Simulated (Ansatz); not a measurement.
# Dielectric response of CaO (110) films, part 3 of 5

Aim: the electronic and static ε of rocksalt CaO (110) from films of several thicknesses in a field.

Ansatz 0.2.0; plane-wave DFT, PBE, Ansatz PAW (the session's first sound run).

So far. Step 8 (Relaxing in the field, 10 atoms, field -0.05 V/Å): The dipole is -0.0424 e·Å, and the gap on the mesh 1.994 eV. Step 9 (Response with the atoms relaxed, 10 atoms, units 5): The induced dipole is that of a conductor 9.37 Å thick.

## 10. Relaxing the film, 16 atoms, units 8

This step: plane-wave DFT, PBE, Ansatz PAW (Ansatz 0.2.0).

System of this step: CaO (110), 8 units. The cell holds 16 atoms: 8 Ca and 8 O. Its edges and angles: a = 3.401 Å, b = 4.810 Å, c = 29.904 Å, α = 90.0°, β = 90.0°, γ = 90.0°. It derives from CaO (rocksalt CaO). Vacuum lies along c.

The next thickness, treated alike, so that differences show the interior and the faces cancel.

Input file input.yaml:

```yaml
crystal:
  lattice:
    - [3.40118362, 0.0, 0.0]
    - [0.0, 4.81, 0.0]
    - [0.0, 0.0, 29.9041426613]
  atoms:
    - { symbol: Ca, position: [0.5, 0.5, 0.3009616461] }
    - { symbol: O, position: [0.5, 0.0, 0.3009616461] }
    - { symbol: Ca, position: [0.0, 0.0, 0.3578297472] }
    - { symbol: O, position: [0.0, 0.5, 0.3578297472] }
    - { symbol: Ca, position: [0.5, 0.5, 0.4146978483] }
    - { symbol: O, position: [0.5, 0.0, 0.4146978483] }
    - { symbol: Ca, position: [0.0, 0.0, 0.4715659494] }
    - { symbol: O, position: [0.0, 0.5, 0.4715659494] }
    - { symbol: Ca, position: [0.5, 0.5, 0.5284340506] }
    - { symbol: O, position: [0.5, 0.0, 0.5284340506] }
    - { symbol: Ca, position: [0.0, 0.0, 0.5853021517] }
    - { symbol: O, position: [0.0, 0.5, 0.5853021517] }
    - { symbol: Ca, position: [0.5, 0.5, 0.6421702528] }
    - { symbol: O, position: [0.5, 0.0, 0.6421702528] }
    - { symbol: Ca, position: [0.0, 0.0, 0.6990383539] }
    - { symbol: O, position: [0.0, 0.5, 0.6990383539] }
kpoints:
  mp_grid: { grid: [8, 6, 1] }
hamiltonian:
  xc: pbe
scf:
  occupations: { method: fixed }
  convergence: { dr2_threshold: 1.0e-09 }
efield:
  axis: 3
  dipole_correction: true
  ramp_position: 0.97
  ramp_width: 0.06
relax:
  f_tol: 0.003
  max_steps: 100
output:
  write_potential: true
  write_density: true
  volumetric_format: npy
```

Command:

```
$ ansatz run input.yaml --threads 8 --pin off --max-ram 12288MiB --backend cpu --events-out ev --progress --plain --runs-dir out
```

Numbers of over 12 decimals in the logs are rounded to 6 here.

What it wrote:

```text
[...]
Crystal: 16 atoms, lattice volume = 489.223 Å³
Basis set: ecut = 420 eV, 9529 PW (Γ), exchange–correlation on 48×72×400 points (8 copies of the dense FFT grid, shifted against one another)
Bands: 80, of which v1, the nominal top of the filled ones, is band 64 counted from 1 (63 counted from 0)
Symmetry: 4 space group operations
k-points: 20 of 48
[...]
- { symbol: Ca, position: [0.5, 0.5, 0.529134] }
    - { symbol: O, position: [0.5, 0.0, 0.529739] }
    - { symbol: Ca, position: [0.0, 0.0, 0.585022] }
    - { symbol: O, position: [0.0, 0.5, 0.584317] }
    - { symbol: Ca, position: [0.5, 0.5, 0.645560] }
    - { symbol: O, position: [0.5, 0.0, 0.646266] }
    - { symbol: Ca, position: [0.0, 0.0, 0.696662] }
    - { symbol: O, position: [0.0, 0.5, 0.695599] }
[key lines of the parts left out:]
SCF converged after 8 iterations
Free energy (F): -19098.769343 eV
Fermi energy:    1.756586 eV
Dipole field:    D = 0.000000 V/Å  (p = 0.000000 e·Å, saw-weighted, corrected)
Work function:   Φ+ = 3.6393 eV   Φ− = 3.6393 eV
```

The job ended after 47 s (8 threads of Arm Neoverse V2, shared host; peak memory 1.9 GiB).

Relaxation path:

```tsv
step	energy less that of the first step (eV)	largest force component (eV/Å)
1	0.0000	0.9682
2	-0.2800	0.4092
3	-0.3188	0.2378
4	-0.3357	0.0723
5	-0.3367	0.0460
6	-0.3371	0.0010
```

Forces are held to the 4 operations that the run works with; a distortion that breaks them can't arise in this run.

The atoms that moved most (Å):

```tsv
atom	dx	dy	dz	length
O4	0.000	0.000	-0.122	0.122
O14	0.000	0.000	0.122	0.122
O16	0.000	0.000	-0.103	0.103
O2	0.000	0.000	0.103	0.103
Ca3	0.000	0.000	-0.101	0.101
Ca13	0.000	0.000	0.101	0.101
Ca1	0.000	0.000	0.071	0.071
Ca15	0.000	0.000	-0.071	0.071
```

The relaxation took 6 steps and lowered the energy by 0.34 eV; the largest force on the free atoms ends at 9.8e-4 eV/Å.

The gap is 2.24 eV, with the valence edge 3.64 eV and the conduction edge 1.40 eV under the upper vacuum level.

## 11. Single point on the relaxed film, 16 atoms, units 8

The next thickness, treated alike, so that differences show the interior and the faces cancel.

Input file input.yaml:

```yaml
crystal:
  lattice:
    - [3.40118362, 0.0, 0.0]
    - [0.0, 4.81, 0.0]
    - [0.0, 0.0, 29.9041426613]
  atoms:
    - { symbol: Ca, position: [0.5, 0.5, 0.3033380383] }
    - { symbol: O, position: [0.5, 0.0, 0.3044005658] }
    - { symbol: Ca, position: [0.0, 0.0, 0.3544395246] }
    - { symbol: O, position: [0.0, 0.5, 0.3537339441] }
    - { symbol: Ca, position: [0.5, 0.5, 0.4149780276] }
    - { symbol: O, position: [0.5, 0.0, 0.4156829907] }
    - { symbol: Ca, position: [0.0, 0.0, 0.4708656497] }
    - { symbol: O, position: [0.0, 0.5, 0.4702612847] }
    - { symbol: Ca, position: [0.5, 0.5, 0.5291343532] }
    - { symbol: O, position: [0.5, 0.0, 0.5297387193] }
    - { symbol: Ca, position: [0.0, 0.0, 0.5850219754] }
    - { symbol: O, position: [0.0, 0.5, 0.5843170051] }
    - { symbol: Ca, position: [0.5, 0.5, 0.6455604753] }
    - { symbol: O, position: [0.5, 0.0, 0.6462660527] }
    - { symbol: Ca, position: [0.0, 0.0, 0.6966619621] }
    - { symbol: O, position: [0.0, 0.5, 0.6955994313] }
kpoints:
  mp_grid: { grid: [8, 6, 1] }
hamiltonian:
  xc: pbe
scf:
  occupations: { method: fixed }
  convergence: { dr2_threshold: 1.0e-09 }
efield:
  axis: 3
  dipole_correction: true
  ramp_position: 0.97
  ramp_width: 0.06
output:
  eigenvalues: true
  write_potential: true
  write_density: true
  volumetric_format: npy
  elf: true
```

What it wrote:

```text
[...]
Crystal: 16 atoms, lattice volume = 489.223 Å³
Basis set: ecut = 420 eV, 9529 PW (Γ)
Bands: 80, of which v1, the nominal top of the filled ones, is band 64 counted from 1 (63 counted from 0)
Symmetry: 4 space group operations
k-points: 20 of 48
[...]
k-point 0: bands = [... 60 lower, 1.3645, 1.3751, 1.7406, 1.7564, 3.9919, 4.0156, 5.1431, 5.3752, ... 12 higher]
  k-point 1: bands = [... 60 lower, 1.2048, 1.2083, 1.7055, 1.7187, 4.1421, 4.1592, 5.2387, 5.5428, ... 12 higher]
  k-point 2: bands = [... 60 lower, 1.1653, 1.1679, 1.6391, 1.6462, 4.4827, 4.4935, 5.5040, 5.8162, ... 12 higher]
  k-point 19: bands = [... 60 lower, 0.8810, 0.8810, 1.3002, 1.3002, 5.8417, 5.8417, 7.2190, 7.2190, ... 12 higher]
[key lines of the parts left out:]
SCF converged after 10 iterations
Free energy (F): -19098.769529 eV
Fermi energy:    1.756433 eV
Dipole field:    D = -0.000000 V/Å  (p = -0.000000 e·Å, saw-weighted, corrected)
Work function:   Φ+ = 3.6396 eV   Φ− = 3.6396 eV
```

Wall time 13 s (8 threads); peak memory 2 GiB; 1.7 min of CPU time.

The gap is 2.24 eV, with the valence edge 3.64 eV and the conduction edge 1.40 eV under the upper vacuum level.

## 12. Single point, 16 atoms, units 8, field 0.05 V/Å

Changes to input.yaml since step 11:

```diff
@@ -28,3 +28,3 @@
   occupations: { method: fixed }
-  convergence: { dr2_threshold: 1.0e-09 }
+  convergence: { dr2_threshold: 1.0e-10 }
 efield:
@@ -34,4 +34,4 @@
   ramp_width: 0.06
+  amplitude: 0.05
 output:
-  eigenvalues: true
   write_potential: true
@@ -39,2 +39 @@
   volumetric_format: npy
-  elf: true
```

What it wrote:

```text
[...]
Crystal: 16 atoms, lattice volume = 489.223 Å³
Basis set: ecut = 420 eV, 9529 PW (Γ)
Bands: 80, of which v1, the nominal top of the filled ones, is band 64 counted from 1 (63 counted from 0)
Symmetry: 4 space group operations
k-points: 20 of 48
[...]
k-point 0: bands = [... 60 lower, 1.3012, 1.4392, 1.6771, 1.8197, 3.8737, 4.1302, 5.1376, 5.2755, ... 12 higher]
  k-point 1: bands = [... 60 lower, 1.1561, 1.2674, 1.6408, 1.7833, 4.0209, 4.2771, 5.2332, 5.4487, ... 12 higher]
  k-point 2: bands = [... 60 lower, 1.1050, 1.2295, 1.5713, 1.7138, 4.3635, 4.6102, 5.4957, 5.8053, ... 12 higher]
  k-point 19: bands = [... 60 lower, 0.8089, 0.9529, 1.2225, 1.3773, 5.7509, 5.9320, 7.1183, 7.2304, ... 12 higher]
[key lines of the parts left out:]
SCF converged after 15 iterations
Free energy (F): -19098.770796 eV
Fermi energy:    1.819741 eV
Dipole field:    D = 0.018735 V/Å  (p = 0.050653 e·Å, saw-weighted, corrected)
```

It took 16 s on 8 threads; peak memory 2 GiB; 2.1 min of CPU time.

The dipole is 0.0507 e·Å, and the gap on the mesh 2.054 eV.

## 13. Atoms held, 16 atoms, units 8, field -0.05 V/Å

Changes to input.yaml since step 12:

```diff
@@ -34,3 +34,3 @@
   ramp_width: 0.06
-  amplitude: 0.05
+  amplitude: -0.05
 output:
```

What it wrote:

```text
[...]
Crystal: 16 atoms, lattice volume = 489.223 Å³
Basis set: ecut = 420 eV, 9529 PW (Γ)
Bands: 80, of which v1, the nominal top of the filled ones, is band 64 counted from 1 (63 counted from 0)
Symmetry: 4 space group operations
k-points: 20 of 48
[...]
k-point 0: bands = [... 60 lower, 1.3012, 1.4392, 1.6771, 1.8197, 3.8737, 4.1302, 5.1376, 5.2755, ... 12 higher]
  k-point 1: bands = [... 60 lower, 1.1560, 1.2674, 1.6407, 1.7833, 4.0209, 4.2771, 5.2332, 5.4487, ... 12 higher]
  k-point 2: bands = [... 60 lower, 1.1050, 1.2295, 1.5713, 1.7138, 4.3635, 4.6102, 5.4957, 5.8053, ... 12 higher]
  k-point 19: bands = [... 60 lower, 0.8088, 0.9529, 1.2225, 1.3773, 5.7509, 5.9320, 7.1183, 7.2304, ... 12 higher]
[key lines of the parts left out:]
SCF converged after 15 iterations
Free energy (F): -19098.770796 eV
Fermi energy:    1.819742 eV
Dipole field:    D = -0.018735 V/Å  (p = -0.050653 e·Å, saw-weighted, corrected)
```

Wall time 16 s (8 threads); peak memory 2 GiB; 2.1 min of CPU time.

The dipole is -0.0507 e·Å, and the gap on the mesh 2.054 eV.

## 14. Response with the atoms held, 16 atoms, units 8

This step: plane-wave DFT, PBE, Ansatz PAW; response to a field along the normal, atoms held (Ansatz 0.2.0).

Local field over the applied field, running mean. From the potentials at -0.05 and 0.05 V/Å; running mean over 1.701 Å, taken twice. Table of local field over applied field by z:

```tsv
z (Å)	local field over applied field
6	0.948
8	0.505
10	0.192
12	0.280
14	0.258
16	0.256
18	0.283
20	0.188
22	0.536
24	0.954
```

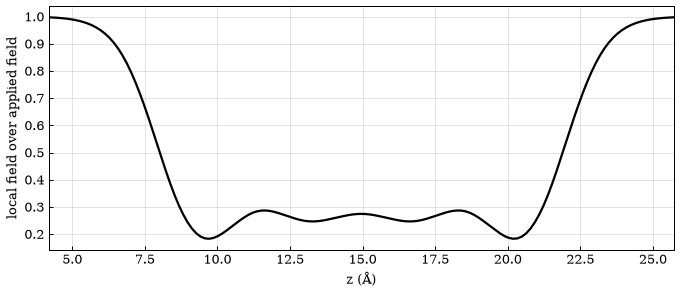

Local field over applied field against z.

The induced dipole is that of a conductor 11.21 Å thick.

## 15. Relaxation, 24 atoms, units 12

This step: plane-wave DFT, PBE, Ansatz PAW (Ansatz 0.2.0).

System of this step: CaO (110), 12 units. The cell holds 24 atoms: 12 Ca and 12 O. Its edges and angles: a = 3.401 Å, b = 4.810 Å, c = 36.707 Å, α = 90.0°, β = 90.0°, γ = 90.0°. It derives from CaO (rocksalt CaO). Vacuum lies along c.

The next thickness, treated alike, so that differences show the interior and the faces cancel.

Input file input.yaml:

```yaml
crystal:
  lattice:
    - [3.40118362, 0.0, 0.0]
    - [0.0, 4.81, 0.0]
    - [0.0, 0.0, 36.7065098963]
  atoms:
    - { symbol: Ca, position: [0.5, 0.5, 0.2451881158] }
    - { symbol: O, position: [0.5, 0.0, 0.2451881158] }
    - { symbol: Ca, position: [0.0, 0.0, 0.2915175493] }
    - { symbol: O, position: [0.0, 0.5, 0.2915175493] }
    - { symbol: Ca, position: [0.5, 0.5, 0.3378469828] }
    - { symbol: O, position: [0.5, 0.0, 0.3378469828] }
    - { symbol: Ca, position: [0.0, 0.0, 0.3841764163] }
    - { symbol: O, position: [0.0, 0.5, 0.3841764163] }
    - { symbol: Ca, position: [0.5, 0.5, 0.4305058498] }
    - { symbol: O, position: [0.5, 0.0, 0.4305058498] }
    - { symbol: Ca, position: [0.0, 0.0, 0.4768352833] }
    - { symbol: O, position: [0.0, 0.5, 0.4768352833] }
    - { symbol: Ca, position: [0.5, 0.5, 0.5231647167] }
    - { symbol: O, position: [0.5, 0.0, 0.5231647167] }
    - { symbol: Ca, position: [0.0, 0.0, 0.5694941502] }
    - { symbol: O, position: [0.0, 0.5, 0.5694941502] }
    - { symbol: Ca, position: [0.5, 0.5, 0.6158235837] }
    - { symbol: O, position: [0.5, 0.0, 0.6158235837] }
    - { symbol: Ca, position: [0.0, 0.0, 0.6621530172] }
    - { symbol: O, position: [0.0, 0.5, 0.6621530172] }
    - { symbol: Ca, position: [0.5, 0.5, 0.7084824507] }
    - { symbol: O, position: [0.5, 0.0, 0.7084824507] }
    - { symbol: Ca, position: [0.0, 0.0, 0.7548118842] }
    - { symbol: O, position: [0.0, 0.5, 0.7548118842] }
kpoints:
  mp_grid: { grid: [8, 6, 1] }
hamiltonian:
  xc: pbe
scf:
  occupations: { method: fixed }
  convergence: { dr2_threshold: 1.0e-09 }
efield:
  axis: 3
  dipole_correction: true
  ramp_position: 0.97
  ramp_width: 0.06
relax:
  f_tol: 0.003
  max_steps: 100
output:
  write_potential: true
  write_density: true
  volumetric_format: npy
```

What it wrote:

```text
[...]
Crystal: 24 atoms, lattice volume = 600.507 Å³
Basis set: ecut = 420 eV, 11693 PW (Γ), exchange–correlation on 48×72×500 points (8 copies of the dense FFT grid, shifted against one another)
Bands: 120, of which v1, the nominal top of the filled ones, is band 96 counted from 1 (95 counted from 0)
Symmetry: 4 space group operations
k-points: 20 of 48
[...]
- { symbol: Ca, position: [0.5, 0.5, 0.616901] }
    - { symbol: O, position: [0.5, 0.0, 0.617233] }
    - { symbol: Ca, position: [0.0, 0.0, 0.662587] }
    - { symbol: O, position: [0.0, 0.5, 0.662111] }
    - { symbol: Ca, position: [0.5, 0.5, 0.711846] }
    - { symbol: O, position: [0.5, 0.0, 0.712364] }
    - { symbol: Ca, position: [0.0, 0.0, 0.753486] }
    - { symbol: O, position: [0.0, 0.5, 0.752662] }
[key lines of the parts left out:]
SCF converged after 8 iterations
Free energy (F): -28649.650679 eV
Fermi energy:    2.957468 eV
Dipole field:    D = -0.000000 V/Å  (p = -0.000001 e·Å, saw-weighted, corrected)
Work function:   Φ+ = 3.6444 eV   Φ− = 3.6444 eV
```

The job ended after 1.8 min (8 threads; peak memory 3.1 GiB).

The steps of the relaxation:

```tsv
step	energy less that of the first step (eV)	largest force component (eV/Å)
1	0.0000	0.9675
2	-0.2808	0.3912
3	-0.3174	0.2306
4	-0.3326	0.0448
5	-0.3335	0.0162
6	-0.3336	0.0016
```

Forces are held to the 4 operations that the run works with; a distortion that breaks them can't arise in this run.

The atoms that moved most (Å):

```tsv
atom	dx	dy	dz	length
O22	0.000	0.000	0.142	0.142
O4	0.000	0.000	-0.142	0.142
Ca3	0.000	0.000	-0.123	0.123
Ca21	0.000	0.000	0.123	0.123
O2	0.000	0.000	0.079	0.079
O24	0.000	0.000	-0.079	0.079
O8	0.000	0.000	-0.052	0.052
O18	0.000	0.000	0.052	0.052
```

Running mean over 1.701 Å of the planar mean; the ramp of the sawtooth is left out. Electron's electrostatic potential energy less the highest filled level against z:

```tsv
z (Å)	electron's electrostatic potential energy less the highest filled level (eV)
4	3.64
6	3.62
8	0.920
10	-5.46
12	-4.07
14	-4.43
16	-4.41
18	-4.34
20	-4.42
22	-4.24
24	-4.50
26	-4.40
28	-3.29
30	3.55
32	3.64
```

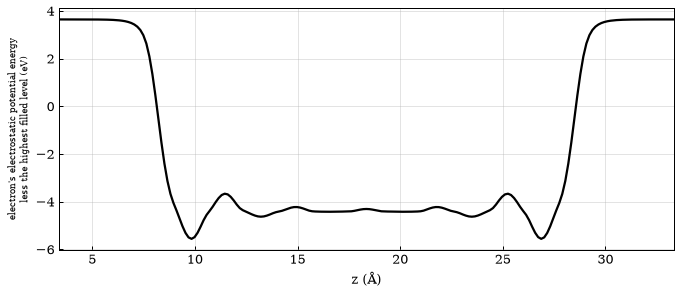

Electron's electrostatic potential energy less the highest filled level, plotted against z.

The relaxation took 6 steps and lowered the energy by 0.33 eV; the largest force on the free atoms ends at 0.0016 eV/Å.

The gap is 2.25 eV, with the valence edge 3.64 eV and the conduction edge 1.40 eV under the upper vacuum level.

## 16. The series together

Times are for 8 threads of Arm Neoverse V2, shared host. Results by setting:

```tsv
no.	units	gap by band count (eV)	ionisation energy, upper face (eV)	electron affinity, upper face (eV)	time	memory (GiB)
1	5	2.008	3.520	1.513	22 s	1.2
2	8	2.237	3.639	1.402	47 s	1.9
3	12	2.249	3.644	1.396	1.8 min	3.1
```

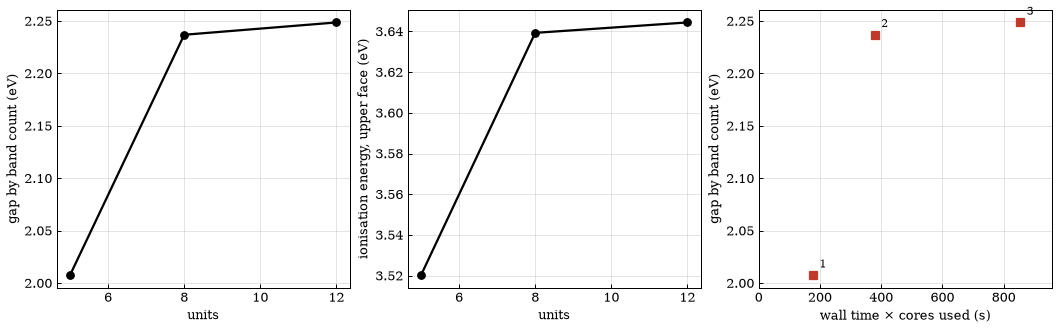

The series as plots; the last panel sets the first result against cost, with the runs numbered as in the table.

The valence density, planar mean (5) oscillates, so the rows of the table below give means over windows of 1.65 Å about each position, cut where the curve ends. Its maxima inside the range that stand out by 2 % of the span (Å: e/Å³): 9.1: 0.943, 10.6: 0.950, 12.4: 0.942, 14.2: 0.950, 15.7: 0.943. Its minima: 9.9: 0.342, 11.6: 0.213, 13.2: 0.213, 14.9: 0.342.

The runs together. The valence density, planar mean by z; means over each step:

```tsv
z (Å)	5 (e/Å³)	8 (e/Å³)	12 (e/Å³)
4.12	7.7e-6	7.6e-6	7.9e-6
5.77	3.0e-4	3.1e-4	3.2e-4
7.42	0.0215	0.0233	0.0253
9.07	0.579	0.585	0.589
10.72	0.590	0.586	0.581
12.37	0.576	0.581	0.579
14.02	0.585	0.588	0.585
15.67	0.586	0.581	0.582
17.32	0.0262	0.588	0.583
18.97	3.4e-4	0.562	0.577
20.62	8.7e-6	0.614	0.578
22.27	0	0.0493	0.570
23.92	0	5.1e-4	0.589
```

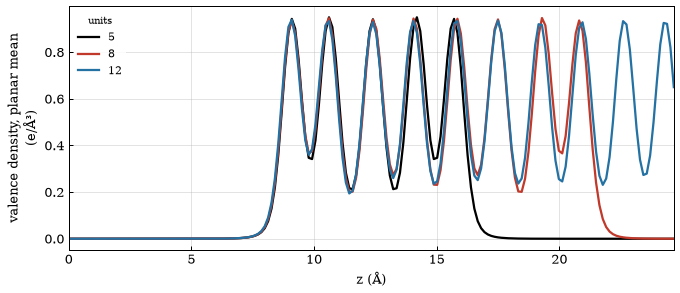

Valence density, planar mean against z.

## 17. Single point on the relaxed film, 24 atoms, units 12

The next thickness, treated alike, so that differences show the interior and the faces cancel.

Input file input.yaml:

```yaml
crystal:
  lattice:
    - [3.40118362, 0.0, 0.0]
    - [0.0, 4.81, 0.0]
    - [0.0, 0.0, 36.7065098963]
  atoms:
    - { symbol: Ca, position: [0.5, 0.5, 0.2465139747] }
    - { symbol: O, position: [0.5, 0.0, 0.2473384236] }
    - { symbol: Ca, position: [0.0, 0.0, 0.288154392] }
    - { symbol: O, position: [0.0, 0.5, 0.2876358031] }
    - { symbol: Ca, position: [0.5, 0.5, 0.3374125571] }
    - { symbol: O, position: [0.5, 0.0, 0.3378890359] }
    - { symbol: Ca, position: [0.0, 0.0, 0.3830994973] }
    - { symbol: O, position: [0.0, 0.5, 0.38276652] }
    - { symbol: Ca, position: [0.5, 0.5, 0.4301516928] }
    - { symbol: O, position: [0.5, 0.0, 0.4303881043] }
    - { symbol: Ca, position: [0.0, 0.0, 0.4766227629] }
    - { symbol: O, position: [0.0, 0.5, 0.4764349011] }
    - { symbol: Ca, position: [0.5, 0.5, 0.5233772375] }
    - { symbol: O, position: [0.5, 0.0, 0.5235651043] }
    - { symbol: Ca, position: [0.0, 0.0, 0.5698483071] }
    - { symbol: O, position: [0.0, 0.5, 0.5696118984] }
    - { symbol: Ca, position: [0.5, 0.5, 0.6169005006] }
    - { symbol: O, position: [0.5, 0.0, 0.6172334783] }
    - { symbol: Ca, position: [0.0, 0.0, 0.6625874408] }
    - { symbol: O, position: [0.0, 0.5, 0.6621109617] }
    - { symbol: Ca, position: [0.5, 0.5, 0.7118456075] }
    - { symbol: O, position: [0.5, 0.0, 0.712364197] }
    - { symbol: Ca, position: [0.0, 0.0, 0.7534860249] }
    - { symbol: O, position: [0.0, 0.5, 0.7526615771] }
kpoints:
  mp_grid: { grid: [8, 6, 1] }
hamiltonian:
  xc: pbe
scf:
  occupations: { method: fixed }
  convergence: { dr2_threshold: 1.0e-09 }
efield:
  axis: 3
  dipole_correction: true
  ramp_position: 0.97
  ramp_width: 0.06
output:
  eigenvalues: true
  dos: { projected: true, e_range: [-7, 7] }
  write_potential: true
  write_density: true
  volumetric_format: npy
checkpoint:
  write: end12.run
  compress: false
  write_wavefunctions: false
```

What it wrote:

```text
[...]
Crystal: 24 atoms, lattice volume = 600.507 Å³
Basis set: ecut = 420 eV, 11693 PW (Γ)
Bands: 120, of which v1, the nominal top of the filled ones, is band 96 counted from 1 (95 counted from 0)
Symmetry: 4 space group operations
k-points: 20 of 48
[...]
k-point 0: bands = [... 92 lower, 2.5684, 2.5694, 2.9555, 2.9573, 5.2043, 5.2085, 6.1847, 6.4870, ... 20 higher]
  k-point 1: bands = [... 92 lower, 2.4294, 2.4467, 2.9192, 2.9206, 5.3511, 5.3542, 6.2969, 6.5911, ... 20 higher]
  k-point 2: bands = [... 92 lower, 2.3914, 2.3981, 2.8498, 2.8505, 5.6873, 5.6890, 6.6086, 6.8209, ... 20 higher]
  k-point 19: bands = [... 92 lower, 2.0810, 2.0810, 2.5021, 2.5021, 7.0378, 7.0378, 8.4154, 8.4154, ... 20 higher]
[key lines of the parts left out:]
SCF converged after 10 iterations
Free energy (F): -28649.650844 eV
Fermi energy:    2.957336 eV
Dipole field:    D = -0.000000 V/Å  (p = -0.000000 e·Å, saw-weighted, corrected)
Work function:   Φ+ = 3.6447 eV   Φ− = 3.6448 eV
```

It took 32 s on 8 threads; peak memory 3.4 GiB; 4.1 min of CPU time.

Running mean over 1.701 Å of the planar mean; the ramp of the sawtooth is left out. Electron's electrostatic potential energy less the highest filled level against z:

```tsv
z (Å)	electron's electrostatic potential energy less the highest filled level (eV)
4	3.64
6	3.63
8	0.920
10	-5.46
12	-4.07
14	-4.43
16	-4.41
18	-4.34
20	-4.42
22	-4.24
24	-4.50
26	-4.40
28	-3.29
30	3.55
32	3.64
```

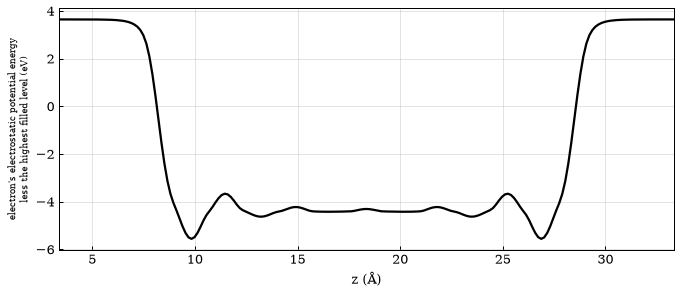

Electron's electrostatic potential energy less the highest filled level against z.

The gap is 2.25 eV, with the valence edge 3.64 eV and the conduction edge 1.40 eV under the upper vacuum level.

(Continued in part 4 of 5.)

[Logs are printed without paths, hosts, clocks, repeated set-up lines and the standing remarks that a program may print on its own settings, such as how far it seeks lower states.]

[Hosts, paths, dates, database ids (printed as entryN), source tags and the programs' standing remarks are cut or masked in the printed files.]

[Maps of the electrostatic potential energy from Ansatz leave out the sawtooth potential of an applied field or a dipole correction, so their vacuum need not be flat; planar profiles and work functions include it.]
